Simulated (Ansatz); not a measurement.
**What a change does: band-structure calculation on Rh**

System: Rh (R-3m, 1 atom in the cell).
Method of run A: DFT, LDA, all-electron LAPW, scalar-relativistic, no spin polarisation (Ansatz 0.2.0).

The structure derives from an entry of the Crystallography Open Database. Text and figures count atoms from 1; the logs count them from 0 in places.

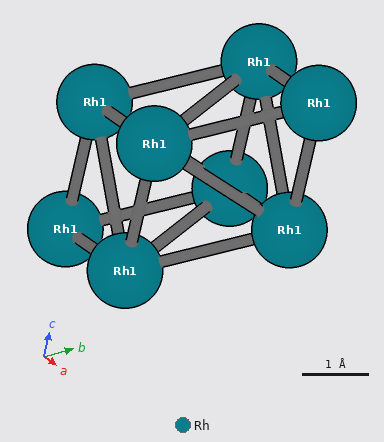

Figure 1. The input geometry (ball-and-stick view of the cell of the calculation, seen slightly off an axis; atoms are numbered from 1 in the order of the input). An atom can appear more than once, as a periodic image. Near neighbours in the periodic cell (some may lie outside the picture): Rh has 12 Rh at 2.68 to 2.70 Å.

### Input file, run A
```yaml
crystal:
  lattice:
    - [-0.0190155, 1.89204225, 1.89204225]
    - [1.89204225, -0.0190155, 1.89204225]
    - [1.89204225, 1.89204225, -0.0190155]
  atoms:
    - { symbol: Rh, position: [0.0, 0.0, 0.0] }
kpoints:
  mp_grid: { grid: [16, 16, 16] }
  band_path:
    path:
      - [0.0, 0.0, 0.0]
      - [0.5, 0.5, 0.5]
      - [0.2525443832, 0.5, 0.7474556168]
      - [-0.2525443832, 0.2525443832, 0.5]
      - [0.0, 0.0, 0.5]
      - [0.0, 0.0, 0.0]
      - [-0.3762721916, 0.0, 0.3762721916]
      - [0.0, 0.3762721916, 0.6237278084]
      - [0.0, 0.5, 0.5]
    npoints: 5
scf:
  occupations: { method: fermi_dirac, width: 0.03 }
hamiltonian:
  xc: lda
  pseudopotentials: { kind: all_electron, lapw: { basis_error: 0.00025 } }
output:
  forces: true
  stress: true
  eigenvalues: true
```

Launched with:
```bash
ansatz run input.yaml --threads 1 --pin off --max-ram 3072MiB --backend cpu --events-out ev --progress --plain --runs-dir out
```

Hardware: 1 thread of Intel Xeon (Granite Rapids), 64 GiB of memory available, shared host.

### Output, shortened to warnings, some set-up lines, iterations and results (run A)
```
Basis set: ecut = 320.6130071058953 eV, 169 PW (Γ), exchange–correlation at level 2
Symmetry: 12 space group operations
k-points: 417 of 4096
Initial density: superposition of atomic densities (chi_scale 0.1, normalization cell)
[...]
SCF iter   1: F=—  HF=-130063.724342 eV  |F-HF|=—  |Δ(HF+E_count)|=         —  Δρ=3.93e-2  dr2=1.06e-1  ethr=3.91e-4  ⟨swp⟩=2.9  Hψ=49124  notcnv=0
SCF iter   2: F=—  HF=-130063.231868 eV  |F-HF|=—  |Δ(HF+E_count)|=   4.92e-1  Δρ=4.41e-3  dr2=2.20e-3  ethr=8.13e-6  ⟨swp⟩=2.0  Hψ=38707  notcnv=0
SCF iter   3: F=—  HF=-130063.180236 eV  |F-HF|=—  |Δ(HF+E_count)|=   5.16e-2  Δρ=6.01e-3  dr2=3.09e-3  ethr=8.13e-6  ⟨swp⟩=2.7  Hψ=22887  notcnv=0
SCF iter   4: F=—  HF=-130063.177334 eV  |F-HF|=—  |Δ(HF+E_count)|=         —  Δρ=7.72e-4  dr2=5.54e-5  ethr=8.13e-6  ⟨swp⟩=2.0  Hψ=20739  notcnv=0
SCF iter   5: F=—  HF=-130063.177311 eV  |F-HF|=—  |Δ(HF+E_count)|=   2.27e-5  Δρ=8.12e-5  dr2=5.65e-7  ethr=2.05e-7  ⟨swp⟩=2.0  Hψ=20742  notcnv=0
SCF iter   6: F=-130063.177311 eV  HF=-130063.177312 eV  |F-HF|=2.63e-8  |Δ(HF+E_count)|=   1.55e-7  Δρ=3.65e-6  dr2=1.15e-9  ethr=2.09e-9  ⟨swp⟩=2.1  Hψ=20807  notcnv=0
SCF 1 converged in 6 iterations: F = -130063.177311 eV  dr2 = 1.15e-9
NSCF: frozen V_eff on 41 k-points
SCF converged after 6 iterations
Free energy (F): -130063.177311 eV
Harris-Foulkes:  -130063.177312 eV  (|F-HF|=2.63e-8)
Internal energy: -130063.172782 eV  (E = F + TS)
E sigma→0 (E₀):  -130063.175047 eV
Entropy (-TS):   -0.004529 eV (-4.529 meV/atom)
Fermi energy:    24.248281 eV
--- Per-component energies (eV) ---
  E_band       = -2781.074625
  E_kinetic    = 135450.119616
  E_xc         = -3654.539264
  E_electrostatic = -261858.753135  (all electrons and nuclei)
  E_smearing   = -0.004529  (= −TS)
  E_closure    = 0.000000  (closes the sum)
  E_atoms      = -130054.476644  (free atoms, spherical and without spin; not in F)
  Σ components = -130063.177311   (vs F -130063.177311, Δ=0.00e0)
  Basis errors (estimates in eV, not in F): energy 5.3e-5 per atom: plane waves 4.5e-5 (2.3e-5 summed), levels above the bands 9.1e-281, relativity 4.4e-9, radial functions 7.7e-6, core shells 3.7e-7; eigenvalues (radial functions only) 2.4e-7; not estimated: angular momenta, meshes, grids; target …
--- Forces (eV/Å), atoms counted from 1 ---
  atom   1  Rh    -0.00000000     0.00000000     0.00000000
  max |Σ_I F_I| component: 1.64e-32 eV/Å
--- Stress (GPa, compression-positive) ---
      -11.094782       1.954425       1.954425
        1.954425     -11.094782       1.954425
        1.954425       1.954425     -11.094782
  P = ⅓ Tr σ = -11.0948 GPa (-110.948 kbar)
```

For run B the input was changed thus:
```diff
-    - [-0.0190155, 1.89204225, 1.89204225]
-    - [1.89204225, -0.0190155, 1.89204225]
-    - [1.89204225, 1.89204225, -0.0190155]
+    - [-0.038031, 1.8825345, 1.8825345]
+    - [1.8825345, -0.038031, 1.8825345]
+    - [1.8825345, 1.8825345, -0.038031]
-      - [0.2525443832, 0.5, 0.7474556168]
-      - [-0.2525443832, 0.2525443832, 0.5]
+      - [0.2551801333, 0.5, 0.7448198667]
+      - [-0.2551801333, 0.2551801333, 0.5]
-      - [-0.3762721916, 0.0, 0.3762721916]
-      - [0.0, 0.3762721916, 0.6237278084]
+      - [-0.3775900666, 0.0, 0.3775900666]
+      - [0.0, 0.3775900666, 0.6224099334]
```

What does this change do to the results?

With the same functional and potentials, run B lies 7.5 meV per atom higher. The pressure goes from −11.09 to −10.79 GPa. The number of SCF iterations is the same.

### Output, shortened to warnings, some set-up lines, iterations and results (run B)
```
Basis set: ecut = 324.05213690832846 eV, 169 PW (Γ), exchange–correlation at level 2
Symmetry: 12 space group operations
k-points: 417 of 4096
Initial density: superposition of atomic densities (chi_scale 0.1, normalization cell)
[...]
SCF iter   1: F=—  HF=-130063.715352 eV  |F-HF|=—  |Δ(HF+E_count)|=         —  Δρ=4.05e-2  dr2=1.14e-1  ethr=3.45e-4  ⟨swp⟩=2.9  Hψ=55266  notcnv=0
SCF iter   2: F=—  HF=-130063.222669 eV  |F-HF|=—  |Δ(HF+E_count)|=   4.93e-1  Δρ=4.91e-3  dr2=2.75e-3  ethr=8.34e-6  ⟨swp⟩=2.0  Hψ=45349  notcnv=0
SCF iter   3: F=—  HF=-130063.172796 eV  |F-HF|=—  |Δ(HF+E_count)|=   4.99e-2  Δρ=6.36e-3  dr2=3.53e-3  ethr=8.34e-6  ⟨swp⟩=2.5  Hψ=26907  notcnv=0
SCF iter   4: F=—  HF=-130063.169866 eV  |F-HF|=—  |Δ(HF+E_count)|=         —  Δρ=7.71e-4  dr2=5.65e-5  ethr=8.34e-6  ⟨swp⟩=2.0  Hψ=24911  notcnv=0
SCF iter   5: F=—  HF=-130063.169838 eV  |F-HF|=—  |Δ(HF+E_count)|=   2.75e-5  Δρ=9.22e-5  dr2=7.24e-7  ethr=1.71e-7  ⟨swp⟩=2.0  Hψ=24911  notcnv=0
SCF iter   6: F=-130063.169838 eV  HF=-130063.169838 eV  |F-HF|=5.91e-8  |Δ(HF+E_count)|=   1.39e-7  Δρ=8.59e-6  dr2=8.48e-9  ethr=2.19e-9  ⟨swp⟩=2.1  Hψ=24960  notcnv=0
SCF 1 converged in 6 iterations: F = -130063.169838 eV  dr2 = 8.48e-9
NSCF: frozen V_eff on 41 k-points
SCF converged after 6 iterations
Free energy (F): -130063.169838 eV
Harris-Foulkes:  -130063.169838 eV  (|F-HF|=5.91e-8)
Internal energy: -130063.165096 eV  (E = F + TS)
E sigma→0 (E₀):  -130063.167467 eV
Entropy (-TS):   -0.004743 eV (-4.743 meV/atom)
Fermi energy:    24.256155 eV
--- Per-component energies (eV) ---
  E_band       = -5506.140246
  E_kinetic    = 135450.196188
  E_xc         = -3654.550796
  E_electrostatic = -261858.810487  (all electrons and nuclei)
  E_smearing   = -0.004743  (= −TS)
  E_closure    = -0.000000  (closes the sum)
  E_atoms      = -130054.476644  (free atoms, spherical and without spin; not in F)
  Σ components = -130063.169838   (vs F -130063.169838, Δ=0.00e0)
  Basis errors (estimates in eV, not in F): energy 5.4e-5 per atom: plane waves 4.6e-5 (2.4e-5 summed), levels above the bands 9.9e-279, relativity 4.7e-9, radial functions 8.2e-6, core shells 1.5e-8; eigenvalues (radial functions only) 4.3e-7; not estimated: angular momenta, meshes, grids; target …
--- Forces (eV/Å), atoms counted from 1 ---
  atom   1  Rh     0.00000000    -0.00000000    -0.00000000
  max |Σ_I F_I| component: 5.75e-32 eV/Å
--- Stress (GPa, compression-positive) ---
      -10.786748       3.969532       3.969532
        3.969532     -10.786748       3.969532
        3.969532       3.969532     -10.786748
  P = ⅓ Tr σ = -10.7867 GPa (-107.867 kbar)
```

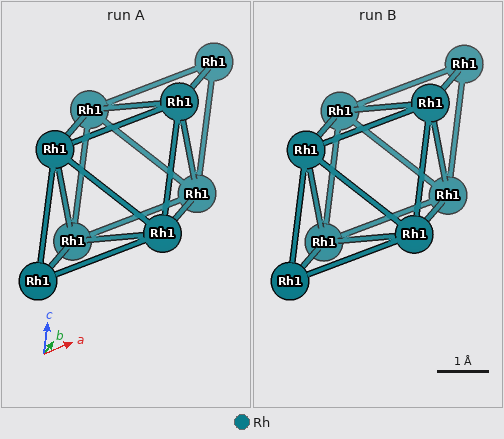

Figure 2. The two input geometries at one scale (ball-and-stick view of the cell of the calculation, seen slightly off an axis). The atoms keep their places relative to the cell (all moves are under 0.005 Å). The drawn cell changes at constant volume: a = b = c 2.676 → 2.663 Å (−0.5 %), α 60.7° → 61.3°, β 60.7° → 61.3°, γ 60.7° → 61.3°. Among the contacts that change: Rh1–Rh1 2.703 → 2.716 Å.

### The two runs side by side

```tsv
quantity	run A	run B
outcome	converged	converged
free energy per atom (eV)	−130063.1773	−130063.1698
energy per atom, smearing taken to zero (eV)	−130063.1750	−130063.1675
pressure (GPa)	−11.09	−10.79
largest force (eV/Å)	0.000	0.000
SCF iterations	6	6
irreducible k-points	417	417
plane waves at Γ	169	169
wall time (shared host)	23 s	24 s
```

For run A: The cell is under a tension of 11.1 GPa at this level, so it is not at its equilibrium volume. For run B: The cell is under a tension of 10.8 GPa at this level, so it is not at its equilibrium volume.
